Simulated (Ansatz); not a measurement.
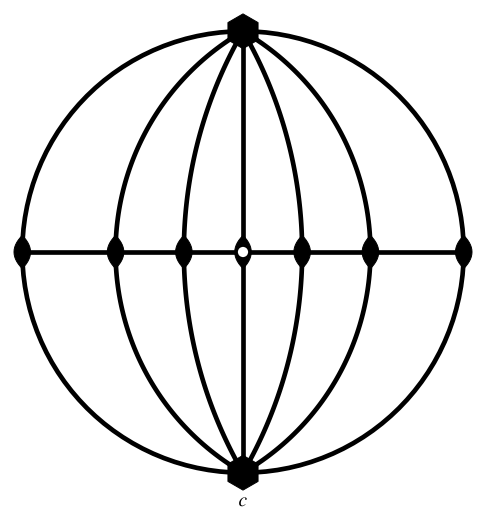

Stereographic projection: heavy lines are mirror planes (a heavy rim: a mirror in the plane of the page); lens, triangle, square and hexagon are 2-, 3-, 4- and 6-fold axes, a lens in an open square is −4, a triangle in an open hexagon −6; thin dashed diameters join the ends of axes that lie in the page; a small open circle marks inversion. The b axis points at the viewer. Computed from the symmetry operations of a computed or model structure of composition Pt, which need not be its known form.

**Identify the point group and its elements.**

6/mmm (D6h), order 24, hexagonal system: one sixfold axis, six twofold axes, seven mirror planes, an inversion centre.

**Can such a crystal be piezoelectric, pyroelectric or chiral?**

It is centrosymmetric, so neither piezoelectric nor pyroelectric; it is not chiral.
